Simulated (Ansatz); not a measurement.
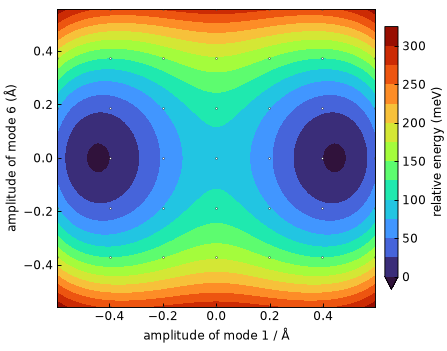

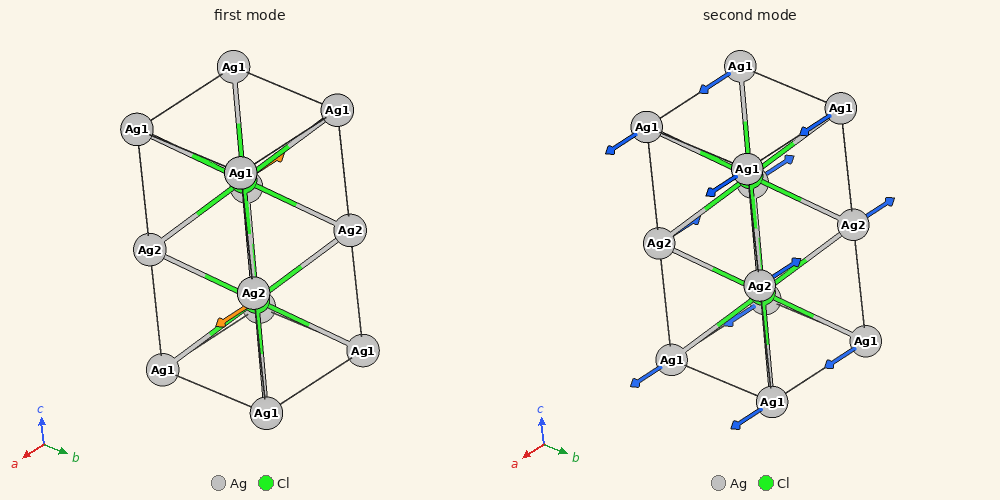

Energy landscape of AgCl (Pm-3m, No. 221; 4 atoms in the cell). 
- The energy is mapped over two normal modes frozen in (zone-centre modes of the 4-atom cell of this scan, which folds in the wave vector (0, 0, 1/2) of the primitive cell).
- First axis: amplitude of mode 1 (97i cm⁻¹), largest displacement. Second axis: amplitude of mode 6 (35 cm⁻¹), largest displacement.
- Nothing is relaxed (the cell and all other modes fixed).
- The grid has 7 × 7 points; 16 points were computed and 33 follow by symmetry.
- Points are written as (first, second).
- Energies are in meV per cell, from the lowest grid point.
- The band gap closes in part of the range.
- Method: DFT PBEsol, scalar-relativistic, plane waves, PAW in Ansatz 0.2.0. Settings: cutoff 420 eV, k-mesh 10×10×6 in the order of the run's cell vectors, gaussian smearing 0.05 eV, no spin polarisation.

In the figure: filled contours, dots at the grid points. Between grid points the surface is interpolated. The second picture is the reference structure; its two panels give the patterns of the first and the second mode as arrows.

Q: Where are the wells?

A: The lowest grid point is at (−0.397 Å, 0.000 Å); the map holds 2 wells of about this depth. The reference structure, at (0.000 Å, 0.000 Å), is a saddle of this map. It is the only kind of minimum in the scanned range. Relaxing all atoms from the lowest point lowers the energy by a further 2.1 meV. The highest grid point, (−0.595 Å, −0.558 Å), lies 314 meV above the lowest. On the interpolated surface the easiest way out of the lowest well to a well of about the same depth near (0.397 Å, 0.000 Å) passes a barrier of about 96.5 meV, counted from the interpolated bottom of the well. The reference (Pm-3m) is not the lowest structure on this map: a distortion lowers the energy (space group Pmma at the lowest grid point).

The values on the grid:

| second ↓, first → | −0.595 | −0.397 | −0.198 | 0.000 | 0.198 | 0.397 | 0.595 |
| --- | --- | --- | --- | --- | --- | --- | --- |
| 0.558 | 314 | 270 | 278 | 290 | 278 | 270 | 314 |
| 0.372 | 175 | 124 | 147 | 171 | 147 | 124 | 175 |
| 0.186 | 76 | 31 | 75 | 111 | 75 | 31 | 76 |
| 0.000 | 40 | 0 | 53 | 93 | 53 | 0 | 40 |
| −0.186 | 76 | 31 | 75 | 111 | 75 | 31 | 76 |
| −0.372 | 175 | 124 | 147 | 171 | 147 | 124 | 175 |
| −0.558 | 314 | 270 | 278 | 290 | 278 | 270 | 314 |

The input of one point:

```yaml
crystal:
  lattice:
    - [3.3311591989, 0.0, 0.0]
    - [0.0, 3.3311591989, 0.0]
    - [0.0, 0.0, 6.6623183978]
  atoms:
    - { symbol: Ag, position: [0.0, 0.0, 0.0] }
    - { symbol: Ag, position: [0.0, 0.0, 0.5] }
    - { symbol: Cl, position: [0.3809123262, 0.5, 0.25] }
    - { symbol: Cl, position: [0.6190876738, 0.5, 0.75] }
basis:
  ecutwfc: 420
kpoints:
  mp_grid: { grid: [10, 10, 6] }
hamiltonian:
  xc: pbesol
scf:
  occupations: { method: gaussian, width: 0.05 }
output:
  forces: true
  stress: true
  eigenvalues: true
```

Time for the 16 points that were run: 9.2 min on 1 thread of Arm Neoverse N1, on a shared host.
